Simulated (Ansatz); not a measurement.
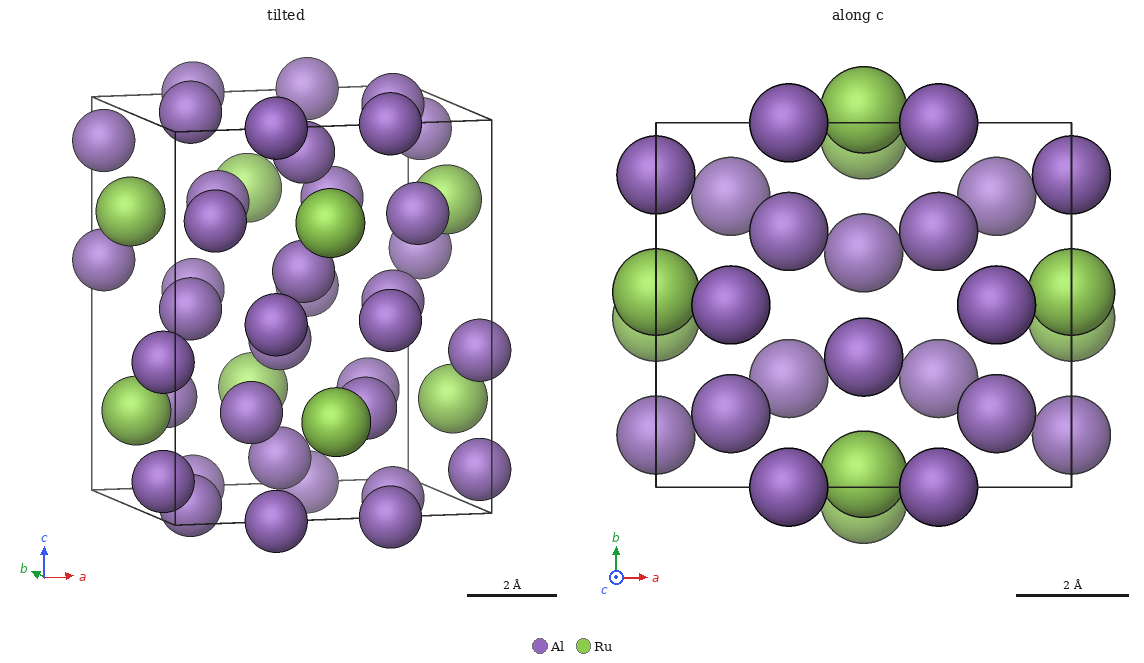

Crystal structure, spheres-only style, seen slightly off an axis and along the c axis. The parallelepiped is the conventional unit cell.

Al6Ru, space group Cmcm (No. 63), a = 7.45 Å, b = 6.54 Å, c = 8.94 Å, α = 90.00°, β = 90.00°, γ = 90.00°.

Computational set-up: DFT PBEsol, scalar-relativistic, plane waves, PAW (Ansatz 0.2.0), wavefunction cutoff 420 eV, k-points about 0.18 Å⁻¹ apart, Gaussian smearing of 0.1 eV, no spin polarisation.

Does it come out as a metal, or with a gap?

A metal: bands cross the Fermi level.

State the hydrostatic pressure.

The computed pressure is 0.0 GPa, close to zero.

Source of the structure: a structure listed in the Materials Project. Earlier steps of the study, as a rule a relaxation of our own, may have changed the cell and positions, so they can lie some per cent off the listed ones. It was the input of a calculation with Ansatz.
